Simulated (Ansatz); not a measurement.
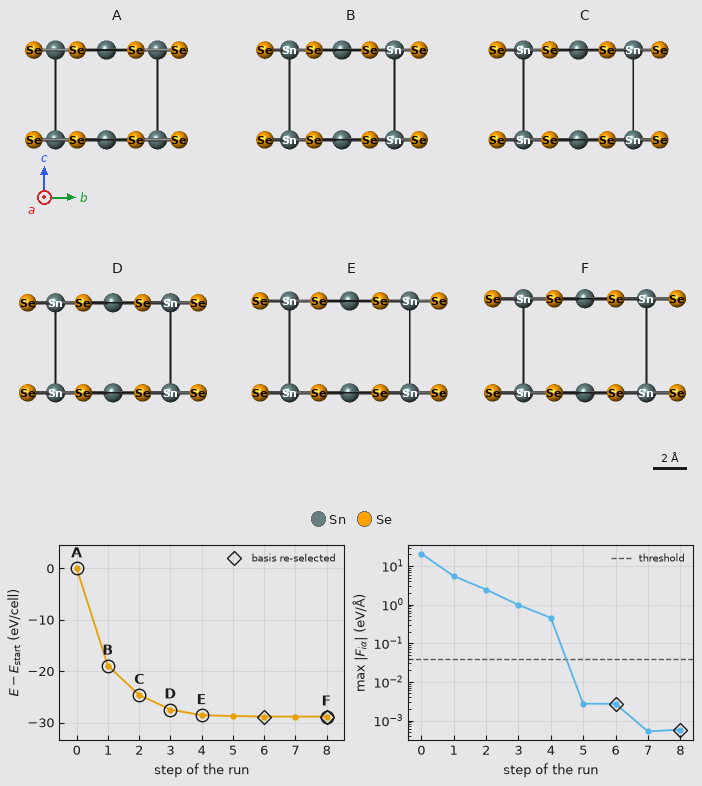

Frames of a relaxation of a crystal of SnSe2 (a generated structure, set up in P4/mmm) (coarse preliminary run), marked on the history of the run. The picture is a ball-and-stick view of the cell of the calculation, seen along the a axis.

Computed with DFT PBE, scalar-relativistic, plane waves, PAW in Ansatz.

Input file:
```yaml
crystal:
  lattice:
    - [6.18405999, 0.0, 0.0]
    - [0.0, 6.18405999, 0.0]
    - [0.0, 0.0, 5.44476463]
  atoms:
    - { symbol: Sn, position: [0.0, 0.0, 0.0] }
    - { symbol: Sn, position: [0.5, 0.5, 0.0] }
    - { symbol: Se, position: [0.21203421, 0.21203421, 0.0] }
    - { symbol: Se, position: [0.78796579, 0.78796579, 0.0] }
    - { symbol: Se, position: [0.78796579, 0.21203421, 0.0] }
    - { symbol: Se, position: [0.21203421, 0.78796579, 0.0] }
basis:
  ecutwfc: 420
kpoints:
  mp_grid: { grid: [4, 4, 4] }
hamiltonian:
  xc: pbe
scf:
  occupations: { method: gaussian, width: 0.1 }
  lower_state_search: "off"
output:
  forces: true
  stress: true
  eigenvalues: true
relax:
  adjacent_minimum: "off"
  f_tol: 0.04
  max_steps: 70
  cell: { stress_tol: 0.4 }
```

Command:
```bash
ansatz run input.yaml --threads 1 --pin off --max-ram 2560MiB --backend cpu --events-out ev --progress --plain --runs-dir out
```

What happens along the run?

Answer. The energy falls by 28.841 eV per cell of the calculation in 6 accepted moves (8 points after the start). The largest force component goes from 21 to 0.00058 eV/Å. Pressure: 67.09 GPa at the start and 0.07 GPa at the end. The SCF was repeated twice at an unchanged geometry on a basis and grid sized afresh for the cell, which shifted the energy by 0.122 eV per cell of the calculation at most. The largest moves relative to the cell, 0.40 Å, are those of Se3, Se4, Se5 and Se6. Se4 goes along [−1 −1 0]. Sn stays in place. Cell: a = b 6.184 → 7.453 Å (+20.5 %), c 5.445 → 5.705 Å (+4.8 %). Volume +52.2 %. Near-neighbour distances that change, for instance: Se3–Se5 2.622 → 3.727 Å, Sn1–Se3 1.854 → 2.635 Å, Sn2–Se3 2.518 → 2.635 Å. The space group stays P4/mmm (No. 123). From step 0 to 1: Se atoms move most (0.20 Å), volume +5.8 %, energy −18.932 eV per cell of the calculation. From step 1 to 2: Se atoms move most (0.04 Å), volume +9.8 %, energy −5.695 eV per cell of the calculation. From step 2 to 3: Se atoms move most (0.03 Å), volume +9.6 %, energy −2.832 eV per cell of the calculation. From step 3 to 4: Se atoms move most (0.03 Å), volume +11.3 %, energy −1.108 eV per cell of the calculation. From step 4 to 8: Se atoms move most (0.06 Å), volume +7.4 %, energy −0.274 eV per cell of the calculation.

| step | E − E(0), meV/atom | largest force component, eV/Å | pressure, GPa | volume, Å³/atom | note |
| --- | --- | --- | --- | --- | --- |
| 0 | 0.00 | 20.8589 | 67.09 | 34.704 |  |
| 1 | -3155.38 | 5.4949 | 32.52 | 36.714 |  |
| 2 | -4104.50 | 2.4594 | 17.18 | 40.307 |  |
| 3 | -4576.49 | 0.9816 | 7.64 | 44.189 |  |
| 4 | -4761.20 | 0.4560 | 1.96 | 49.174 |  |
| 5 | -4785.97 | 0.0027 | -0.27 | 52.113 |  |
| 6 | -4806.24 | 0.0027 | 0.30 | 52.113 | same geometry, new basis |
| 7 | -4806.82 | 0.0005 | 0.07 | 52.819 |  |
| 8 | -4806.88 | 0.0006 | 0.07 | 52.819 | same geometry, new basis |

Limits of the set-up: layers or molecules are held without a dispersion correction, so their spacing is unreliable.
